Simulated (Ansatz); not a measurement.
System: Mo₁₂HS₂₄ (cell charge +1, with a compensating background) (cell with a defect).

The calculation's input:

```
crystal:
  lattice:
    - [3.1495253833, 5.4551379838, -6.6474594286]
    - [3.1495253834, -5.4551379837, -6.6474594286]
    - [-6.2990507667, -1.0e-10, -6.6474594286]
  atoms:
    - { symbol: Mo, position: [0.6706249648, 0.6646612505, 0.6710091451] }
    - { symbol: Mo, position: [0.3370728302, 0.3297905123, 0.3353137951] }
    - { symbol: Mo, position: [0.5042003843, 0.9977861984, 0.5043591743] }
    - { symbol: Mo, position: [0.503402399, 0.4956541582, 0.0022765792] }
    - { symbol: Mo, position: [0.0033446561, 0.4972506798, 0.5013210621] }
    - { symbol: Mo, position: [0.6708050916, 0.1621705801, 0.168874552] }
    - { symbol: Mo, position: [0.3366108497, 0.8297875642, 0.8352827404] }
    - { symbol: Mo, position: [0.1703106514, 0.1638548253, 0.668235091] }
    - { symbol: Mo, position: [0.8373176418, 0.8268080737, 0.3290309657] }
    - { symbol: Mo, position: [0.1705125834, 0.6620216325, 0.1676646698] }
    - { symbol: Mo, position: [0.8369687641, 0.3302911983, 0.8354490282] }
    - { symbol: Mo, position: [0.0035028686, -0.00368144, 0.0007586573] }
    - { symbol: S, position: [0.4261044967, 0.5847098639, 0.7560779705] }
    - { symbol: S, position: [0.0916681957, 0.2514776055, 0.4231542004] }
    - { symbol: S, position: [0.259444145, 0.9185207276, 0.5892121821] }
    - { symbol: S, position: [0.2589224167, 0.4164979245, 0.0897279172] }
    - { symbol: S, position: [0.7580741818, 0.4193600997, 0.5904569944] }
    - { symbol: S, position: [0.4256837573, 0.0839971652, 0.2579939724] }
    - { symbol: S, position: [0.0907824796, 0.7493895016, 0.9209000229] }
    - { symbol: S, position: [0.9303775855, 0.0849321292, 0.7557196304] }
    - { symbol: S, position: [0.5922889715, 0.7526111299, 0.4254877213] }
    - { symbol: S, position: [0.9257500713, 0.5818623795, 0.2545647443] }
    - { symbol: S, position: [0.592170562, 0.250697263, 0.9233806391] }
    - { symbol: S, position: [0.7590785539, 0.9185011004, 0.0861056537] }
    - { symbol: S, position: [0.248519053, 0.409358812, 0.5800970946] }
    - { symbol: S, position: [0.9155519984, 0.0726158344, 0.2471308382] }
    - { symbol: S, position: [0.080730847, 0.7424050116, 0.4121008602] }
    - { symbol: S, position: [0.0820204175, 0.2415406878, 0.9141270616] }
    - { symbol: S, position: [0.5826967499, 0.2431587874, 0.4130941316] }
    - { symbol: S, position: [0.2481437798, 0.9078447967, 0.0805329646] }
    - { symbol: S, position: [0.9159589799, 0.5758624126, 0.744170258] }
    - { symbol: S, position: [0.7485613872, 0.9137484918, 0.6002516932] }
    - { symbol: S, position: [0.4151267178, 0.5750805709, 0.2471869499] }
    - { symbol: S, position: [0.7487611951, 0.4076975564, 0.0811334838] }
    - { symbol: S, position: [0.4138752147, 0.0758962589, 0.7490650101] }
    - { symbol: S, position: [0.5761235066, 0.7425701867, 0.9160381154] }
    - { symbol: H, position: [0.6985508585, 0.9651165018, 0.7377075372] }
  host:
    lattice:
      - [3.1495253834, 0.0, 0.0]
      - [-1.5747626917, 2.7275689918, 0.0]
      - [0.0, 0.0, 6.6474594286]
    atoms:
      - { symbol: Mo, position: [0.0, 0.0, 0.0] }
      - { symbol: S, position: [0.3333333333, 0.6666666667, 0.2356931431] }
      - { symbol: S, position: [0.3333333333, 0.6666666667, 0.7643068569] }
total_charge: 1
basis:
  ecutwfc: 420
  xc_grid: 2
kpoints:
  mp_grid: { grid: [2, 2, 2], shift: [0.5, 0.5, 0.5] }
hamiltonian:
  xc: pbe
  dispersion: d3bj
scf:
  occupations: { method: gaussian, width: 0.01 }
output:
  forces: true
  stress: false
  eigenvalues: true
  charged_corrections:
    defect_position: [0.83333333, 0.83333333, 0.83333333]
    epsilon: [[14.1175, 0.0, 0.0], [0.0, 14.1175, 0.0], [0.0, 0.0, 4.6913]]
  write_density: true
  write_potential: true
  elf: true
  volumetric_format: npy
relax:
  adjacent_minimum: "off"
  f_tol: 0.025
  max_steps: 45
```

Launched as:

```sh
ansatz run input.yaml --threads 4 --pin off --max-ram 10240MiB --backend cpu --events-out ev --progress --plain --runs-dir out
```

The fields are those of the run's last geometry, not of the input's.

Computed without spin polarisation.

Theory: DFT PBE+D3(BJ), scalar-relativistic, plane waves, PAW (Ansatz).

### Predict the valence pseudo-density and electron localisation function between the atoms.

S–H (1.41 Å): the density is about 1.4 e/Å³ at the midpoint; the ELF climbs to about 1 towards the hydrogen, as it does in any bond to H; an ordinary covalent bond to hydrogen.

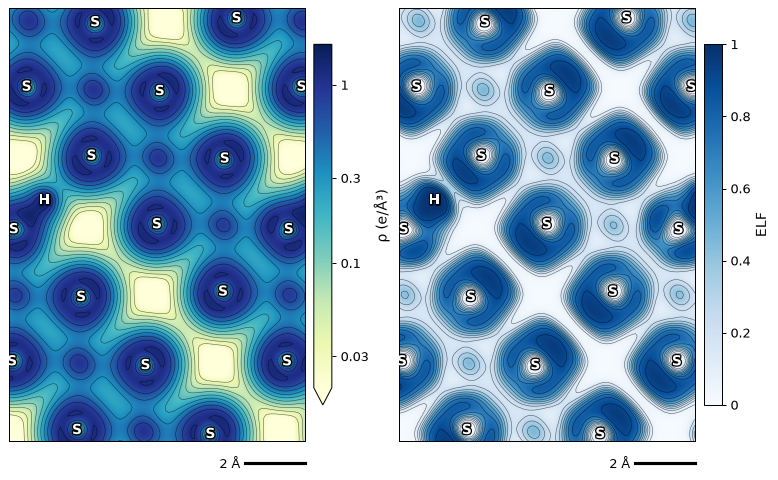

Computed valence pseudo-density and electron localisation function on the (011̄) plane of the calculation cell, in this order. Atoms just off the plane (Mo, 0.9 Å away) can leave unmarked features too.

Core electrons are frozen (PAW), and the valence fields are smoothed inside the atomic spheres.
